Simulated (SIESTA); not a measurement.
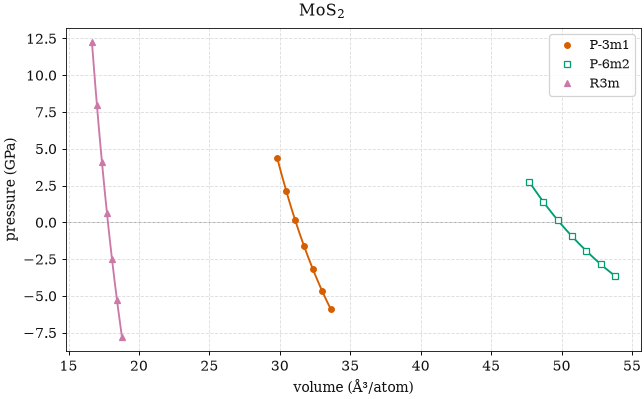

Method: DFT in numerical atomic orbitals with pseudopotentials, no spin polarisation; energies at scaled volumes of the given cell, shape and fractions fixed, counted from the fit's minimum, third-order Birch-Murnaghan fit (SIESTA 5.4.2). Level: LDA.

| setting | value |
| --- | --- |
| occupations | Fermi–Dirac |
| smearing width | 0.05 eV |
| potentials | PseudoDojo 0.4 standard, converted to PSML, two zetas on semicore shells |

Caption: Pressure against volume, with one curve for each structure, for MoS₂.

Settings that differ: P-3m1: k mesh 10×10×2; P-6m2: k mesh 10×10×2; R3m: k mesh 10×10×10.

The fitted equilibrium volumes, smallest first, are R3m 17.798, P-3m1 31.143, P-6m2 49.864 Å³/atom. The fitted bulk moduli, smallest first, are P-6m2 56.6, P-3m1 91.1, R3m 161.0 GPa. For P-3m1, the pressure falls from 4.36 GPa at volume 29.82 Å³/atom to −5.91 GPa at 33.62 Å³/atom, and changes sign near 31.14 Å³/atom. For P-6m2, the pressure falls from 2.78 GPa at volume 47.69 Å³/atom to −3.62 GPa at 53.78 Å³/atom, and changes sign near 49.9 Å³/atom. For R3m, the pressure falls from 12.23 GPa at volume 16.66 Å³/atom to −7.77 GPa at 18.79 Å³/atom, and changes sign near 17.80 Å³/atom.

Note: mulliken charges of long orbitals; shape and atomic fractions are frozen while scaling, which makes layered, chain and framework solids too stiff.
